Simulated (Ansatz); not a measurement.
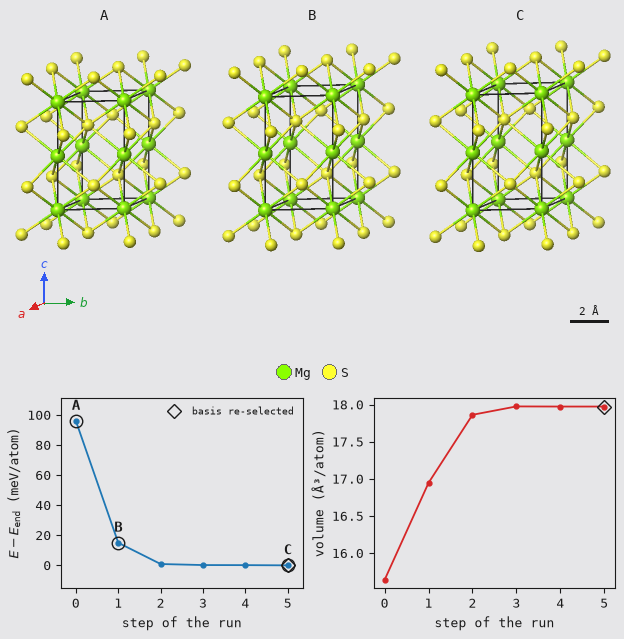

Frames of a relaxation of crystalline MgS (built on the NiAs type), marked on the history of the run. A ball-and-stick model of the cell of the calculation, seen slightly off an axis.

Level of theory: DFT, PBE, plane waves, PAW (Ansatz 0.2.0). Settings: plane-wave cutoff 420 eV; k-point mesh 12 × 12 × 4; occupations fermi dirac; smearing width 0.02 eV; no spin polarisation; cell and atoms relaxed; force threshold 0.005 eV/Å.

> Describe the path.

The atoms keep their places relative to the cell (all moves are under 0.005 Å). The volume changes by +14.9 %, with a = b 3.539 → 3.666 Å (+3.6 %), c 5.769 → 6.178 Å (+7.1 %). Near-neighbour distances that change, for instance: Mg–S 2.501 → 2.620 Å. The space group stays P6_3/mmc (No. 194). After 4 accepted moves (5 points after the start) the energy has fallen by 96.1 meV per atom. All forces vanish by symmetry, so only the cell relaxes. The pressure goes from 13.75 to 0.02 GPa. The SCF was repeated once at an unchanged geometry on a basis and grid sized afresh for the cell, which shifted the energy by 0.1 meV per atom at most. Cost: 5.3 s on 2 threads of Intel(R) Xeon(R) 6975P-C (Granite Rapids), with other jobs on the host, peak memory 0.44 GiB. From step 0 to 1: volume +8.3 %, energy −81.1 meV per atom. From step 1 to 5: volume +6.1 %, energy −15.0 meV per atom.

| step | E − E(0), meV/atom | pressure, GPa | volume, Å³/atom | note |
| --- | --- | --- | --- | --- |
| 0 | 0.00 | 13.75 | 15.642 |  |
| 1 | -81.08 | 4.88 | 16.947 |  |
| 2 | -95.23 | 0.51 | 17.863 |  |
| 3 | -95.92 | -0.01 | 17.976 |  |
| 4 | -95.97 | 0.00 | 17.974 |  |
| 5 | -96.11 | 0.02 | 17.974 | same geometry, new basis |
